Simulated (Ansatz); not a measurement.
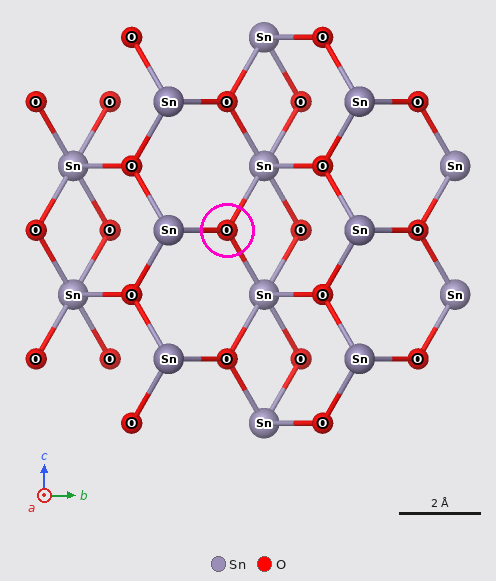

Perfect SnO$_{2}$. The picture is a ball-and-stick view of the atoms within 6.0 Å of one point, in a slice 4.2 Å thick across the line of sight, seen along the a axis.

These are results of Ansatz, DFT, PBEsol, PAW, plane waves, not measurements. (plane-wave cutoff 420 eV; k-point mesh 1 × 1 × 1; mesh shifted by (0.25, 0.25, 0.25); collinear spin) Fermi-Dirac smearing of 0.01 eV. A uniform background neutralises the charged cell. The axes drawn are those of the host's conventional cell.

An oxygen atom is taken out (a vacancy) at the ringed place, in charge state −1. The supercell has 72 sites, and the atoms are relaxed at the host's cell.

### How do the neighbours respond?

Around the empty O site the host had 3 Sn at 2.07 Å; after relaxation the nearest atoms are 3 Sn at 1.99 to 2.05 Å. Of the host's atoms, a tin atom moves furthest from its site, by 0.08 Å. The cell's net moment is 0.61 μB.

The relaxed defect, seen from the same direction:

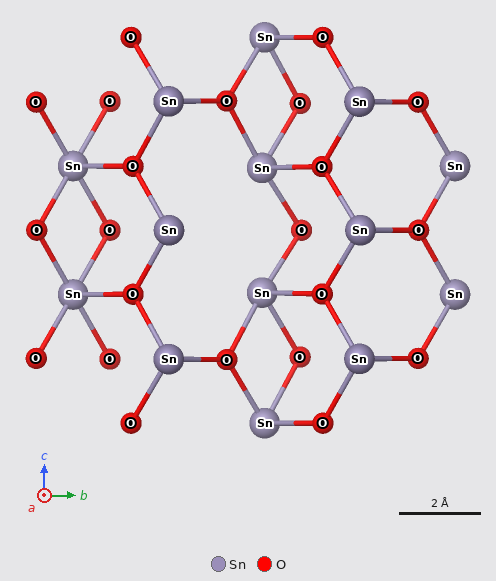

Limits of the set-up: the cell is charged, on a uniform background, and energies carry no finite-size correction.
